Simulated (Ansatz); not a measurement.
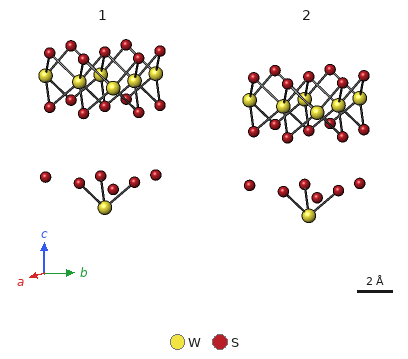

Two geometries of a crystal of WS$_{2}$ (set up in P6_3/mmc), drawn at one scale. One is the start of a relaxation, the other its converged end. The picture is a ball-and-stick view of the atoms within 5.0 Å of the atom that moves most (axes of the cell of the calculation), seen slightly off an axis.

Computed with Ansatz, DFT PBE, scalar-relativistic, plane waves, PAW. Set-up: plane-wave cutoff 420 eV; k-point mesh 12 × 12 × 2; occupations gaussian; smearing width 0.02 eV; no spin polarisation; cell and atoms relaxed; force threshold 0.005 eV/Å; at most 80 steps.

**Which one is relaxed?**

Structure 1 is the relaxed one. The largest moves relative to the cell, 0.22 Å, are those of S atoms. W stays in place. The drawn cell changes as follows: a = b 3.184 → 3.188 Å (+0.1 %), c 12.978 → 14.871 Å (+14.6 %); the volume changes by +14.8 %. Near-neighbour distances that change, for instance: S–W 2.411 → 2.420 Å. The space group stays P6_3/mmc (No. 194). The energy falls by 39.4 meV per cell of the calculation in 10 accepted moves (12 points after the start). The largest force component goes from 0.2 to under 0.0001 eV/Å. Pressure: 1.76 GPa at the start and 0.00 GPa at the end. The SCF was repeated twice at an unchanged geometry on a basis and grid sized afresh for the cell, which shifted the energy by 3.6 meV per cell of the calculation at most. The run took 15 s on 8 threads of Intel(R) Xeon(R) Platinum 8259CL CPU @ 2.50GHz (Skylake/Cascade Lake) (shared host), peak memory 0.7 GiB.
